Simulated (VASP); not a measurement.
Te₂Mo (space group P6_3/mmc, No. 194). Coordinates: the geometry relaxed with VASP Kohn-Sham DFT of a periodic cell, PBE, VASP PAW PBE potentials, recommended, release 54 (VASP).

```
CELL_PARAMETERS angstrom
3.55424 0.00000 0.00000
-1.77712 3.07806 0.00000
0.00000 0.00000 15.06226
ATOMIC_POSITIONS crystal
Te 0.66667 0.33333 0.37019
Te 0.33333 0.66667 0.87019
Te 0.66667 0.33333 0.12981
Te 0.33333 0.66667 0.62981
Mo 0.66667 0.33333 0.75000
Mo 0.33333 0.66667 0.25000
```

Bonds are taken as Mo–Te below 3.1 Å. Simplification: prune 0- and 1-connected atoms, fold 2-connected ones into links.

Derive the underlying net.

The result is a binodal (3,6)-connected, two-periodic (layers) net: Te is a 3-connected node; Mo is a 6-connected node, in the ratio 2:1. It is the net of the trigonal-prismatic layers of 2H-MoS2. The layers lie parallel to (001).

```
node  links  point symbol  coordination sequence
  Te      3            4³           3 13 9 24 15
  Mo      6        4³·6¹²           6 6 18 12 30
```

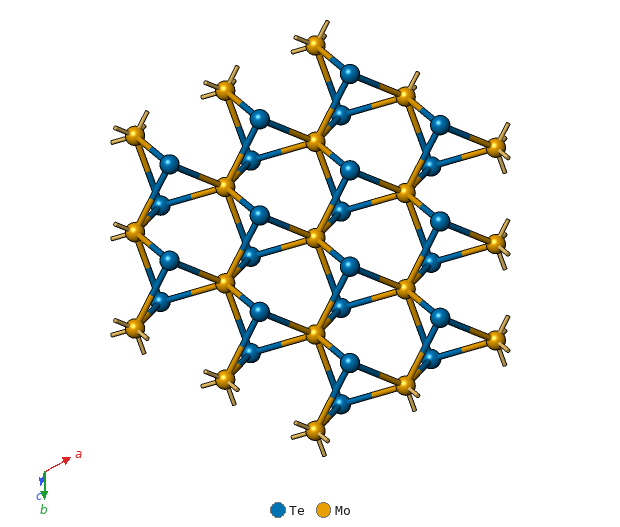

Nodes are coloured by topological kind. One layer is drawn. Edges to nodes outside the piece are drawn as stubs.
